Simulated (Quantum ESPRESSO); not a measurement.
# Be: 7 runs along one coordinate

System: Be (Im-3m, 1 atom in the cell).
Method: Kohn-Sham DFT of a periodic cell, PBE, SSSP 1.3 efficiency PBE, no spin polarisation (Quantum ESPRESSO 7.5).

The 7 runs differ only in the geometry, by an even scaling of the cell at fixed fractional positions. The structure derives from a Materials Project entry.

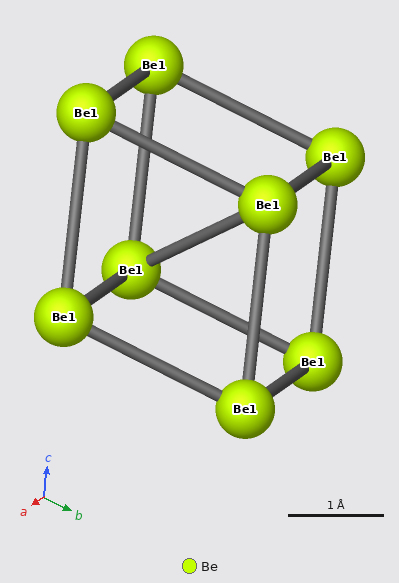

Figure 1. The structure of run 4 (ball-and-stick view of the cell of the calculation, seen slightly off an axis; atoms are numbered from 1 in the order of the input).

**Input of run 4**
```
&CONTROL
  calculation = 'scf'
  prefix = 'pwscf'
  outdir = './tmp'
  pseudo_dir = './pseudo'
  tprnfor = .true.
  tstress = .true.
  disk_io = 'nowf'
/
&SYSTEM
  ibrav = 0
  nat = 1
  ntyp = 1
  ecutwfc = 55
  ecutrho = 440
  nbnd = 7
  occupations = 'smearing'
  smearing = 'fd'
  degauss = 0.00367493
/
&ELECTRONS
  conv_thr = 2d-10
  electron_maxstep = 120
  mixing_beta = 0.5
/
ATOMIC_SPECIES
Be     9.0122 be_pbe_v1.4.uspp.F.UPF
CELL_PARAMETERS angstrom
  -1.2531209513    1.2531209513    1.2531209513
   1.2531209513   -1.2531209513    1.2531209513
   1.2531209513    1.2531209513   -1.2531209513
ATOMIC_POSITIONS crystal
Be     0.0000000000    0.0000000000    0.0000000000
K_POINTS automatic
15 15 15 0 0 0
```

Command:
```bash
OMP_NUM_THREADS=1 pw.x -in pw.in > pw.out
```

Run 5 differs from it as follows:
```diff
-  -1.2531209513    1.2531209513    1.2531209513
-   1.2531209513   -1.2531209513    1.2531209513
-   1.2531209513    1.2531209513   -1.2531209513
+  -1.2614200074    1.2614200074    1.2614200074
+   1.2614200074   -1.2614200074    1.2614200074
+   1.2614200074    1.2614200074   -1.2614200074
```

**Results, with one run withheld**

```tsv
run	volume per atom (Å³)	free energy per atom, from the lowest run given (meV)	pressure (GPa)
1	7.399	11.17	8.20
2	7.556	4.64	5.12
3	7.714	1.00	2.31
4	7.871	0.00	−0.27
5	8.029	?	?
6	8.186	5.09	−4.78
7	8.343	10.78	−6.79
```

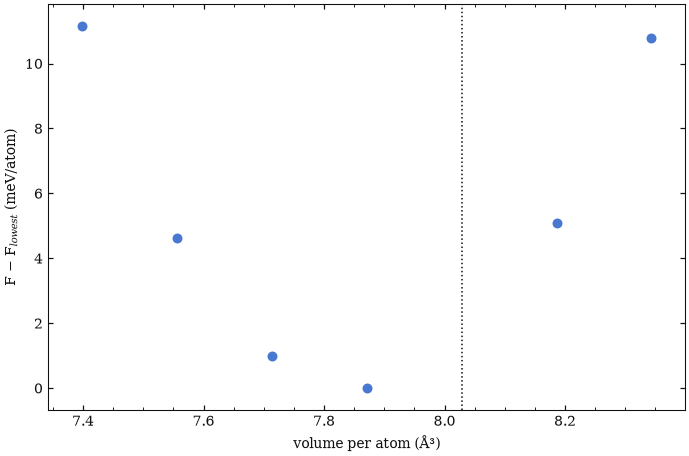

Figure 2. Free energy per atom of the runs given; the dotted line marks run 5.

Fit the runs given and predict run 5.

A cubic polynomial in V^(−2/3) (the Birch–Murnaghan form), fitted to the 6 runs given, misses them by at most 0.01 meV per atom. With x = V^(−2/3) − 0.25354 Å⁻², it reads F = 0.010616 + 99.988 x + 1.0689e+05 x² − 1.4215e+05 x³ (meV per atom). At run 5 it gives 1.44 meV per atom, and the run itself gives 1.43. The slope of the fit gives a pressure −dF/dV of −2.63 GPa there, and the run prints −2.63 GPa. The fit has its minimum at 7.855 Å³ per atom, where V d²F/dV² gives 124 GPa: the bulk modulus at this level, since symmetry fixes the shape and the positions.

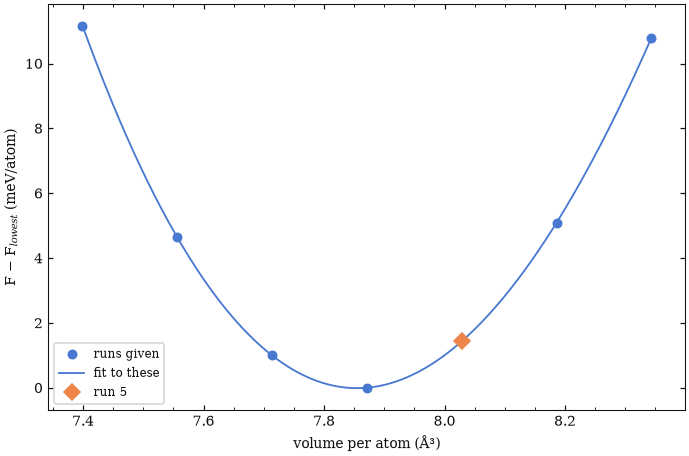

Figure 3. The fit and the withheld run.

**Some lines of the output (run 5)**
```
[...]
     unit-cell volume          =      54.1796 (a.u.)^3
     number of k points=   120  Fermi-Dirac smearing, width (Ry)=  0.0037
     total energy              =     -28.23891736 Ry
     total energy              =     -28.23892553 Ry
     total energy              =     -28.23892850 Ry
     total energy              =     -28.23892859 Ry
     the Fermi energy is     9.3508 ev
!    total energy              =     -28.23892859 Ry
     The total energy is F=E-TS. E is the sum of the following terms:
     Computing stress (Cartesian axis) and pressure
          total   stress  (Ry/bohr**3)                   (kbar)     P=      -26.30
```
